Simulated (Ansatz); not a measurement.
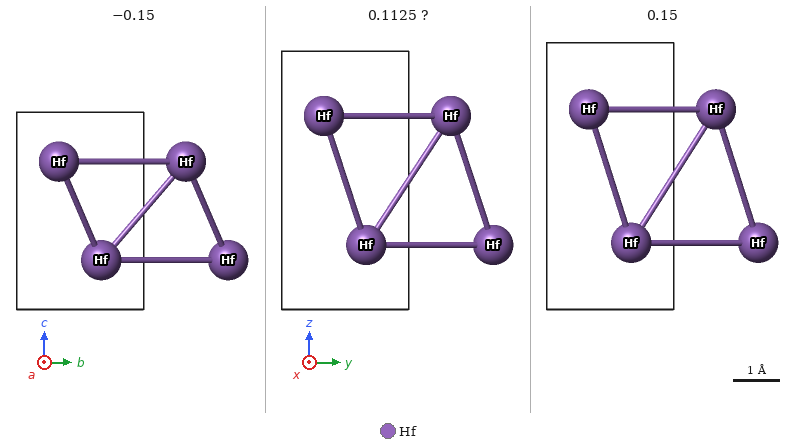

A scan of solid Hf (P6_3/mmc): the cell is strained along z alone, with the atoms kept at their fractional coordinates. x, y and z are the Cartesian axes of the input. Style: ball-and-stick. Shown: the cell of the calculation, repeated 2 × 2 × 1 with one cell outlined, along the a axis.

The calculation used Ansatz, DFT PBE, scalar-relativistic, plane waves, PAW. Settings: plane-wave cutoff 420 eV; k-point mesh 18 × 18 × 10; occupations gaussian; smearing width 0.15 eV; no spin polarisation. Energies (free energies at the smearing named) are counted from the cell as listed in its source, which wasn't relaxed.

| strain | energy change (meV/atom) |
| --- | --- |
| −0.1500 | 412 |
| −0.1125 | 226 |
| −0.0750 | 98 |
| −0.0375 | 25 |
| 0.0000 | 0 |
| 0.0375 | 14 |
| 0.0750 | 60 |
| 0.1125 | ? |
| 0.1312 | 175 |
| 0.1500 | 222 |

Estimate the missing energy from the other rows, and compare with the calculation.

A straight line between the two neighbours gives 137 meV/atom. A cubic through the four nearest rows (0.0375, 0.0750, 0.1312, 0.1500) gives, with Lagrange weights, (−0.0665)(14) + (0.3327)(60) + (1.0653)(175) + (−0.3316)(222) = 132 meV/atom. The calculation gives 132 meV/atom, so the cubic is right to the digits shown and the straight line 5 meV/atom too high, as the curve bends upwards here.

The whole profile:

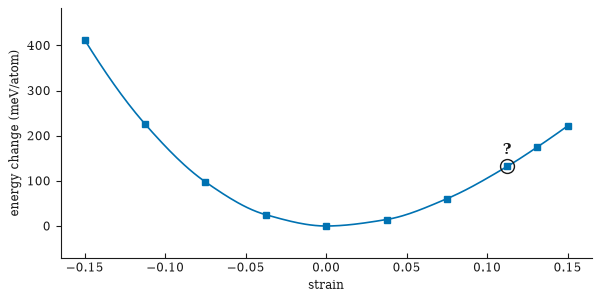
